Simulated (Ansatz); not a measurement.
AlCo: several calculations on one system

Part 1: Relaxation

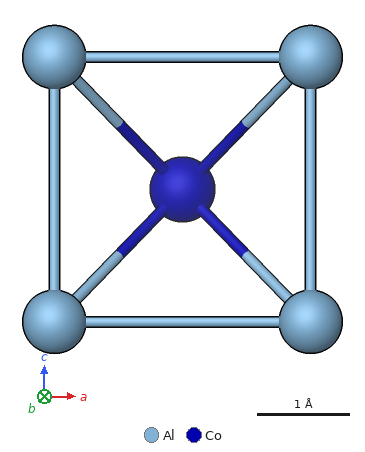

This is the input geometry for a relaxation of a crystal of AlCo (set up in P4/mmm). Style: ball-and-stick. Shown: the cell of the calculation, along the b axis.

Case: biaxial strain in the a-b plane of -2.0 %; c and atoms relaxed.

Level of theory: DFT PBE, scalar-relativistic, plane waves, PAW in Ansatz.

The input:
```yaml
crystal:
  lattice:
    - [2.7948643663, 0.0, 0.0]
    - [0.0, 2.7948643663, 0.0]
    - [0.0, 0.0, 2.8861252435]
  atoms:
    - { symbol: Al, position: [0.0, 0.0, 0.0] }
    - { symbol: Co, position: [0.5, 0.5, 0.5] }
basis:
  ecutwfc: 420
kpoints:
  mp_grid: { grid: [18, 18, 18] }
hamiltonian:
  xc: pbe
scf:
  occupations: { method: gaussian, width: 0.1 }
output:
  forces: true
  stress: true
  eigenvalues: true
relax:
  adjacent_minimum: "off"
  f_tol: 0.008
  max_steps: 40
  cell: { stress_tol: 0.015, fix: [a, b, gamma] }
```

Run as
```bash
ansatz run input.yaml --threads 1 --pin off --max-ram 2560MiB --backend cpu --events-out ev --progress --plain --runs-dir out
```

> What does the optimiser find from here?

Over 4 accepted moves (6 points after the start) the energy falls by 0.7 meV per atom. All forces vanish by symmetry, so only the cell relaxes. Pressure: 5.56 GPa at the start and 3.90 GPa at the end. At 2 points the geometry stayed and the basis and grid were re-selected for the new cell (energy shift of 0.1 meV per atom at most each time). No atom moves by more than 0.005 Å relative to the cell. Cell: a = b unchanged at 2.795 Å, c 2.886 → 2.912 Å (+0.9 %). Volume +0.9 %. Near-neighbour distances that change, for instance: Co2–Co2 2.886 → 2.912 Å, Al1–Al1 2.886 → 2.912 Å, Al1–Co2 2.447 → 2.455 Å. The space group stays P4/mmm (No. 123).

Step by step:

| step | E − E(0), meV/atom | pressure, GPa | volume, Å³/atom | note |
| --- | --- | --- | --- | --- |
| 0 | 0.00 | 5.56 | 11.272 |  |
| 1 | -0.46 | 4.75 | 11.320 |  |
| 2 | -0.60 | 3.94 | 11.369 |  |
| 3 | -0.60 | 3.90 | 11.371 |  |
| 4 | -0.67 | 3.92 | 11.371 | same geometry, new basis |
| 5 | -0.67 | 3.90 | 11.372 |  |
| 6 | -0.67 | 3.90 | 11.372 | same geometry, new basis |

After the run, drawn alike:

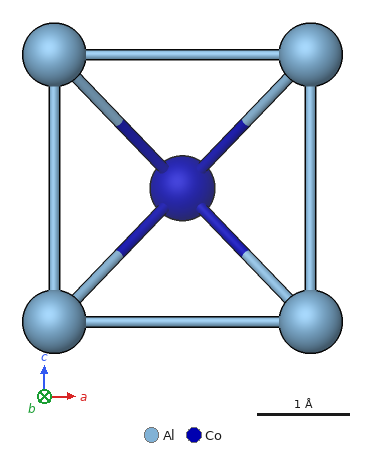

Part 2: Relaxation

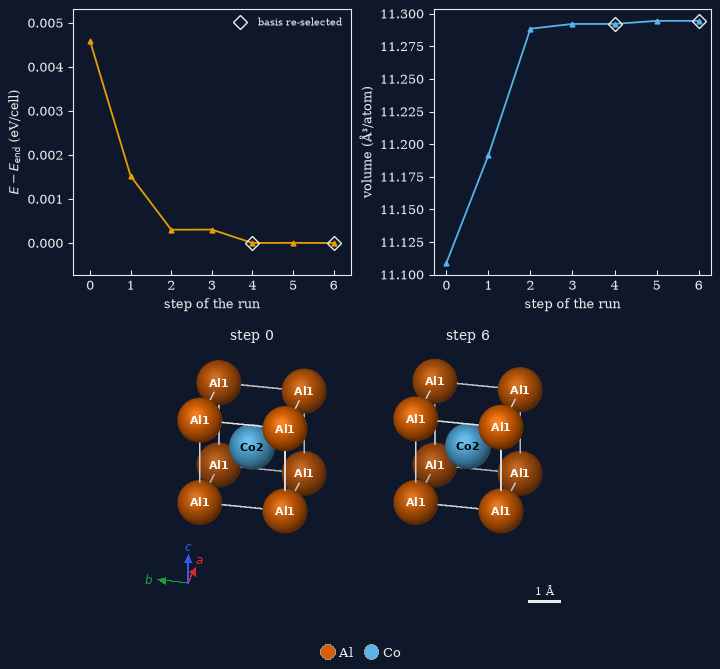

First and last geometry of a relaxation of a crystal of AlCo (set up in P4/mmm), with the history of the run. Style: spheres-only. Shown: the cell of the calculation, from a free direction.

Case: biaxial strain in the a-b plane of -3.0 %; c and atoms relaxed.

These are results of DFT PBE, scalar-relativistic, plane waves, PAW (Ansatz 0.2.0), not measurements. Set-up: plane-wave cutoff 420 eV; k-point mesh 18 × 18 × 18; occupations gaussian; smearing width 0.1 eV; no spin polarisation; cell relaxed at fixed a, b, gamma; force threshold 0.008 eV/Å; at most 40 steps.

### Did the run converge, and what did it change?

It converged. The energy falls by 4.6 meV per cell of the calculation in 4 accepted moves (6 points after the start). All forces vanish by symmetry, so only the cell relaxes. The pressure goes from 8.80 to 5.57 GPa. The SCF was repeated twice at an unchanged geometry on a basis and grid sized afresh for the cell, which shifted the energy by 0.3 meV per cell of the calculation at most. The atoms keep their places relative to the cell (all moves are under 0.005 Å). The drawn cell changes as follows: a = b unchanged at 2.766 Å, c 2.903 → 2.952 Å (+1.7 %); the volume changes by +1.7 %. Some distances before and after: Al1–Co2 2.436 → 2.450 Å. The space group stays P4/mmm (No. 123). The run took 35 s on 1 thread of Intel(R) Xeon(R) 6975P-C (Granite Rapids), on a shared host, peak memory 0.52 GiB.

```json
{"step": "0", "E − E(0), meV/atom": "0.00", "pressure, GPa": "8.80", "volume, Å³/atom": "11.109", "note": ""}
{"step": "1", "E − E(0), meV/atom": "-1.53", "pressure, GPa": "7.32", "volume, Å³/atom": "11.191", "note": ""}
{"step": "2", "E − E(0), meV/atom": "-2.14", "pressure, GPa": "5.65", "volume, Å³/atom": "11.288", "note": ""}
{"step": "3", "E − E(0), meV/atom": "-2.14", "pressure, GPa": "5.59", "volume, Å³/atom": "11.292", "note": ""}
{"step": "4", "E − E(0), meV/atom": "-2.29", "pressure, GPa": "5.61", "volume, Å³/atom": "11.292", "note": "same geometry, new basis"}
{"step": "5", "E − E(0), meV/atom": "-2.29", "pressure, GPa": "5.57", "volume, Å³/atom": "11.294", "note": ""}
{"step": "6", "E − E(0), meV/atom": "-2.29", "pressure, GPa": "5.57", "volume, Å³/atom": "11.294", "note": "same geometry, new basis"}
```

Part 3: Series

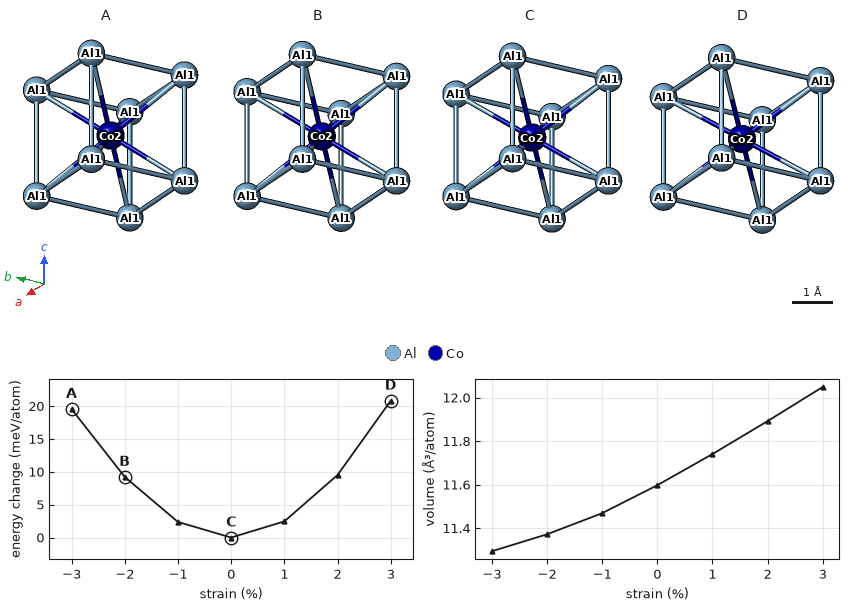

Members of a series of calculations on a crystal of AlCo (set up in Pm-3m), marked on the first curve. Style: ball-and-stick. Shown: the cell of the calculation, from a free direction.

Method: DFT PBE, scalar-relativistic, plane waves, PAW (Ansatz 0.2.0). (plane-wave cutoff 420 eV; k-point mesh 18 × 18 × 18; occupations gaussian; smearing width 0.1 eV; no spin polarisation)

**Which kind of strain is it, and how does the structure respond?**

Biaxial strain in the a–b plane, c and atoms relaxed. A (strain −3.0 %): energy change 19.6 meV/atom, volume 11.29 Å³ per atom. B (strain −2.0 %): energy change 9.2 meV/atom, volume 11.37 Å³ per atom. C (strain 0.0 %): energy change 0.0 meV/atom, volume 11.60 Å³ per atom. D (strain 3.0 %): energy change 20.8 meV/atom, volume 12.05 Å³ per atom. The rest compares A with D. The volume changes by +6.7 %, with a = b 2.766 → 2.937 Å (+6.2 %), c 2.952 → 2.793 Å (−5.4 %). Some distances before and after: Al–Al 2.766 → 2.937 Å, Co–Co 2.766 → 2.937 Å, Al–Al 2.952 → 2.793 Å.

Part 4: Scan

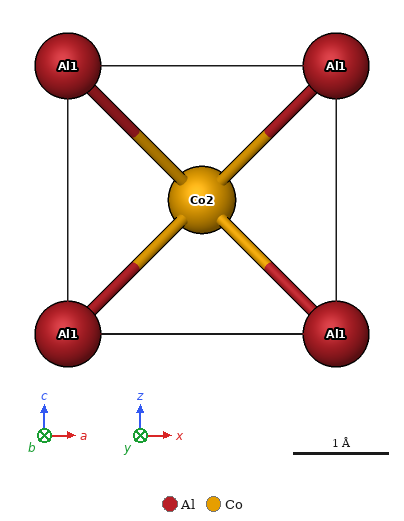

Energy scan for crystalline AlCo (Pm-3m), in which the ratio of the cell's length along z to its lengths across, counted as 1 for the reference, is changed at fixed volume (a tetragonal or Bain path), with the atoms kept at their fractional coordinates. x, y and z are the Cartesian axes of the input. The picture shows the reference cell. Style: ball-and-stick. Shown: the cell of the calculation, along the b axis.

The calculation used DFT PBEsol, scalar-relativistic, plane waves, PAW in Ansatz. Settings: plane-wave cutoff 420 eV; k-point mesh 24 × 24 × 24; occupations gaussian; smearing width 0.15 eV; no spin polarisation. Energies (free energies at the smearing named) are counted from the relaxed crystal.

Input
```yaml
crystal:
  lattice:
    - [2.8225855357, 0.0, 0.0]
    - [0.0, 2.8225855357, 0.0]
    - [0.0, 0.0, 2.8225855357]
  atoms:
    - { symbol: Al, position: [0.0, 0.0, 0.0] }
    - { symbol: Co, position: [0.5, 0.5, 0.5] }
basis:
  ecutwfc: 420
kpoints:
  mp_grid: { grid: [24, 24, 24] }
hamiltonian:
  xc: pbesol
scf:
  occupations: { method: gaussian, width: 0.15 }
output:
  forces: true
  stress: true
  eigenvalues: true
```

Command:
```bash
ansatz run input.yaml --threads 1 --pin off --max-ram 2560MiB --backend cpu --events-out ev --progress --plain --runs-dir out
```

Q: What energies does the calculation give (the relative ratio: 0.650, 0.707, 0.780, 0.850, 0.920, 0.960, 1.000, 1.050, 1.100, 1.200, 1.300, 1.414, 1.500)?

A:
| axial ratio over its reference value | energy change (meV/atom) |
| --- | --- |
| 0.650 | 1194 |
| 0.707 | 743 |
| 0.780 | 365 |
| 0.850 | 145 |
| 0.920 | 35 |
| 0.960 | 8 |
| 1.000 | 0 |
| 1.050 | 8 |
| 1.100 | 28 |
| 1.200 | 88 |
| 1.300 | 160 |
| 1.414 | 262 |
| 1.500 | 360 |

The lowest computed point lies at the relative ratio 1.00 (0 meV/atom). At the ends of the scan the energy is 1194 meV/atom (0.65) and 360 meV/atom (1.50). The distortion takes the space group from Pm-3m to P4/mmm. At the relative ratio 1.50 the cell of the drawing goes a 2.823 → 2.466 Å, b 2.823 → 2.466 Å, c 2.823 → 3.699 Å.

As a plot:

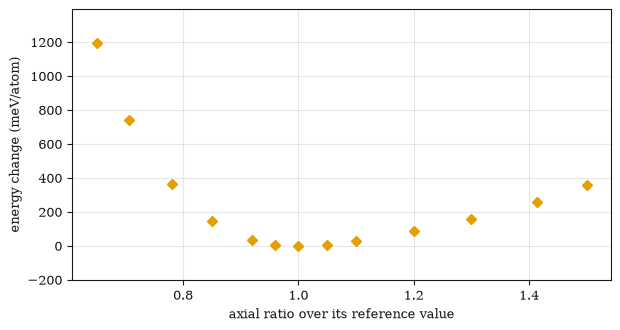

Part 5: Scan

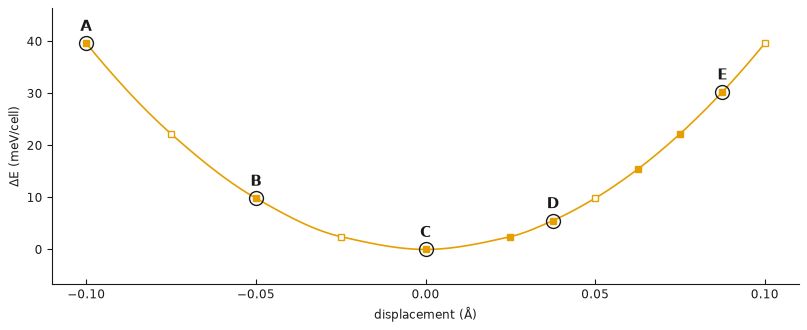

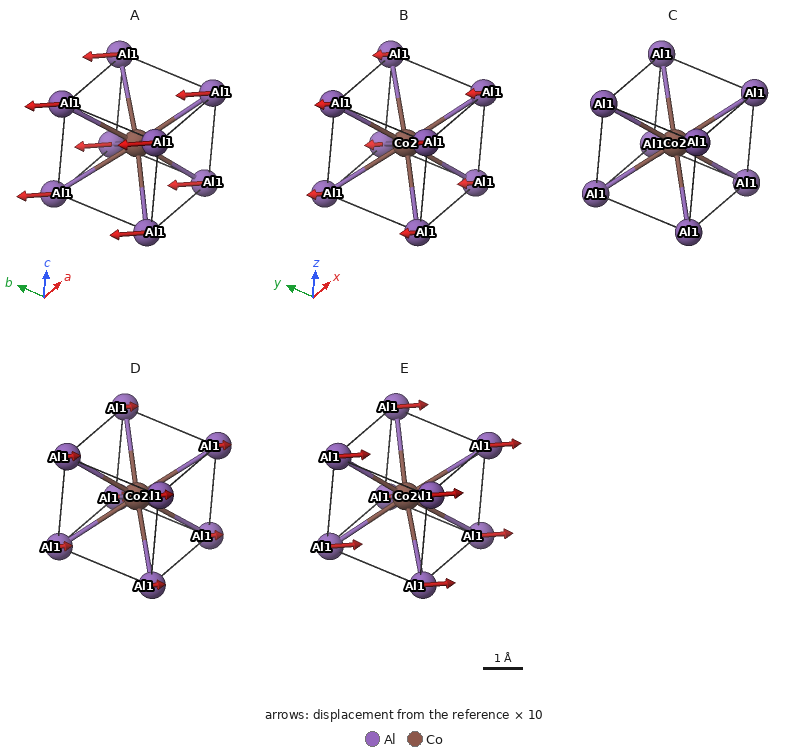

A crystal of AlCo (Pm-3m): the whole Al sublattice is shifted rigidly, along Cartesian [1 -1 0], all else fixed. The lettered frames are marked on the plot. Hollow markers are points alike by symmetry, not computed again. The picture is a ball-and-stick view of the cell of the calculation, seen from a free direction. Red arrows: displacements from the reference.

Level of theory: Ansatz, DFT PBEsol, scalar-relativistic, plane waves, PAW. Settings: plane-wave cutoff 420 eV; k-point mesh 22 × 22 × 22; occupations gaussian; smearing width 0.15 eV; no spin polarisation. Energies (free energies at the smearing named) are counted from the relaxed crystal.

Q: Describe the profile.

A: The lowest computed point lies at the displacement 0.00 Å (0.0 meV/cell). The curvature at zero is about 7.9 eV/Å² per cell. The well is symmetric. At the highest point the shortest interatomic distance is 2.36 Å, against 2.44 Å in the reference. The distortion takes the space group from Pm-3m to Amm2.
